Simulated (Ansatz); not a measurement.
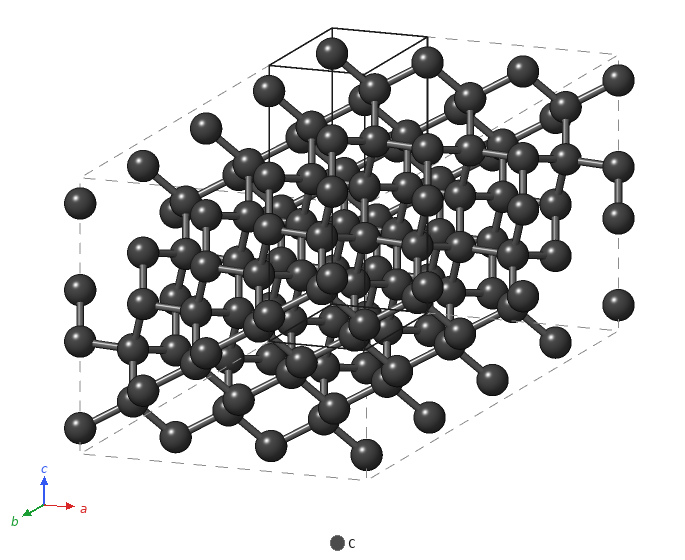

Ball-and-stick representation of a periodic structure, projected from a general direction. One conventional unit cell is drawn solid; the view covers 3×4×1 cells. Cell: a = 2.510 Å, b = 2.510 Å, c = 8.280 Å, α = 90.00°, β = 90.00°, γ = 120.00°.

- The element is carbon.
- The space group is P6_3/mmc (No. 194); the lattice is primitive hexagonal.
- The cell holds eight atoms.
- The coordination shell of C holds four C in a tetrahedral arrangement at about 1.5 Å.
- The bonds build a three-dimensional framework.

Its origin is an entry, possibly a prediction, of the Crystallography Open Database. The structure drawn was relaxed with DFT r2SCAN, scalar-relativistic, plane waves, PAW (Ansatz 0.2.0).
